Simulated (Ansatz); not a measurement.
The calculation's input:

```
crystal:
  lattice:
    - [1.8457016943, 1.0656163701, 5.7607123488]
    - [-1.8457016943, 1.0656163701, 5.7607123488]
    - [0.0, -2.1312327401, 5.7607123488]
  atoms:
    - { symbol: Pt, position: [0.0, 0.0, 0.0] }
    - { symbol: Se, position: [0.2567812158, 0.2567812158, 0.2567812158] }
    - { symbol: Se, position: [0.7432187842, 0.7432187842, 0.7432187842] }
kpoints:
  mp_grid: { grid: [4, 4, 4] }
  band_path:
    path:
      - [0.0, 0.0, 0.0]
      - [0.5, 0.5, 0.5]
      - [0.8105216083, 0.1894783917, 0.5]
      - [0.5, -0.1894783917, 0.1894783917]
      - [0.5, 0.0, 0.0]
      - [0.3447391958, -0.3447391958, 0.0]
      - [0.6552608042, 0.0, 0.3447391958]
      - [0.5, 0.0, 0.5]
      - [-0.046875, 0.005208, 0.041667]
      - [0.229167, 0.229167, 0.486979]
      - [0.25, 0.25, -0.5]
    npoints: 1
hamiltonian:
  xc: hse06
scf:
  occupations: { method: fermi_dirac, width: 0.02 }
  n_extra_bands: 8
magnetization:
  noncollinear: true
  spin_orbit: true
output:
  eigenvalues: true
  write_density: true
  write_potential: true
  elf: true
  volumetric_format: npy
```

Run with:

```sh
ansatz run input.yaml --threads 2 --pin off --max-ram 2211MiB --backend cpu --events-out ev --progress --plain --runs-dir out
```

Below, planes, directions and counts refer to the conventional cell (a = 3.69 Å, b = 3.69 Å, c = 17.28 Å, α = 90.00°, β = 90.00°, γ = 120.00°).

Space group R-3m; started from the CdCl2 (3R octahedral) bulk prototype, which need not be the ambient phase.

Theory: Ansatz, DFT, HSE06 with spin-orbit coupling, plane waves, PAW.

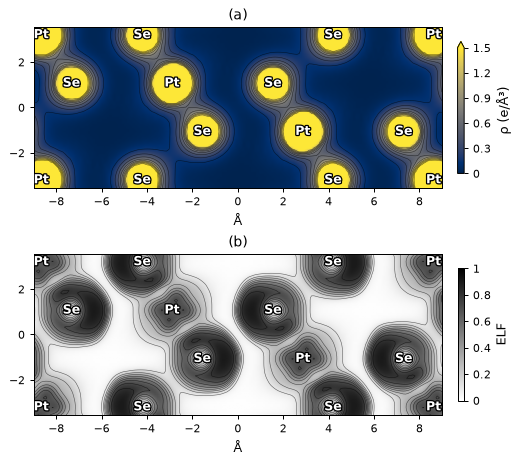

PtSe₂. (a) valence charge density (pseudo); (b) ELF on the (110) plane of the conventional cell.

In a PAW calculation such maps are meaningful between the atoms, not at the nuclei.

Q: What do the fields say about this system?

A:
- The plane passes through Pt and Se nuclei.
- Pt–Se (2.51 Å): the density is about 0.59 e/Å³ at the midpoint; the ELF is about 0.55 at the midpoint.
- Between the atoms the lowest density in this plane is 0.009 e/Å³.
- The features right at Pt lie inside the PAW spheres, where the map follows smoothed inner orbitals and isn't to be read closely.
